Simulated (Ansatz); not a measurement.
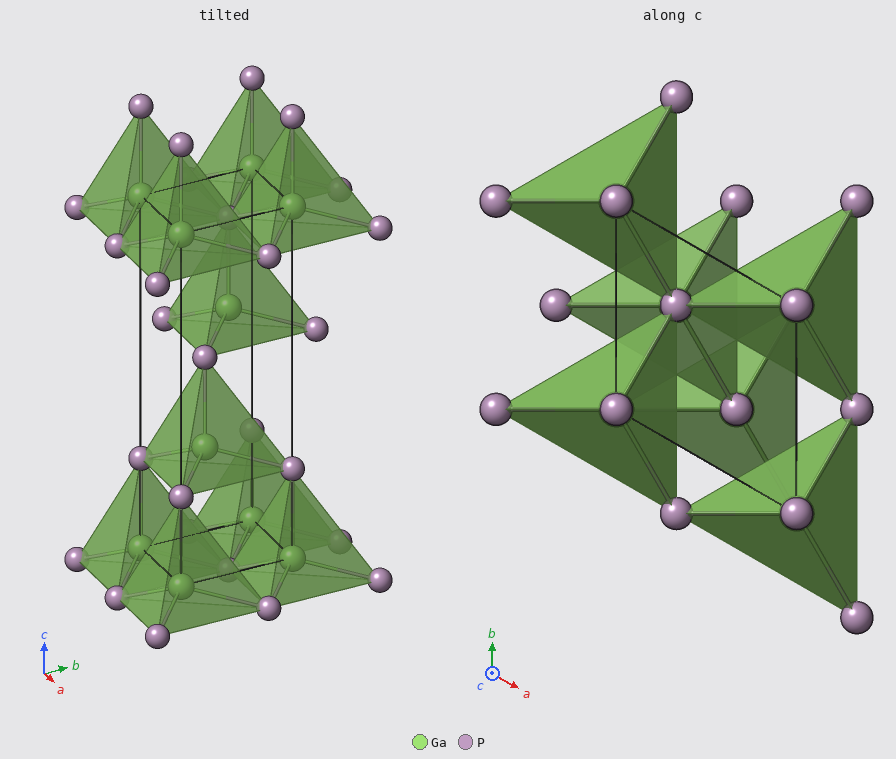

An orthographic polyhedral view of the structure, slightly off an axis and along the c axis. The conventional unit cell is drawn as a box. Some neighbours outside the box are added.

GaP, space group R3m (No. 160), a = 4.008 Å, b = 4.008 Å, c = 9.296 Å, α = 90.00°, β = 90.00°, γ = 120.00°. The initial geometry was a structure type filled with these elements by a generator (whether the compound takes this form wasn't checked). The cell was then strained or its atoms displaced on purpose. It was run through Ansatz as a DFT input.

This one geometry was computed with Ansatz (DFT, plane waves, PAW) at four levels of theory: r2SCAN with spin-orbit coupling, HSE06, r2SCAN and PBE. It was relaxed with r2SCAN and then strained.

Q: Which level gives the highest pressure at this volume, and what does that say about its equilibrium volume?

A: Highest: PBE (-2.2 GPa), which points to the largest equilibrium volume. Lowest, with the smallest volume: r2SCAN with spin-orbit coupling (-4.7 GPa), HSE06 (-4.2 GPa) and r2SCAN (-4.7 GPa). Levels within 0.5 GPa of each other can't be told apart.

Q: How does the band gap change with the level of theory?

A: PBE: a gap of 0.81 eV, indirect; r2SCAN with spin-orbit coupling: a gap of 1.11 eV, indirect; r2SCAN: a gap of 1.11 eV, indirect; HSE06: a gap of 1.57 eV, indirect.

Q: Collect the results in a table.

A:
| level | cutoff (eV) | k-mesh of the run's cell | gap (eV) | pressure (GPa) |
| --- | --- | --- | --- | --- |
| r2SCAN with spin-orbit coupling | 500 | 8×8×8 | 1.11 | -4.7 |
| HSE06 | 420 | 6×6×6 | 1.57 | -4.2 |
| r2SCAN | 500 | 8×8×8 | 1.11 | -4.7 |
| PBE | 420 | 8×8×8 | 0.81 | -2.2 |

Gaps are taken on the k-mesh or band path of each run.
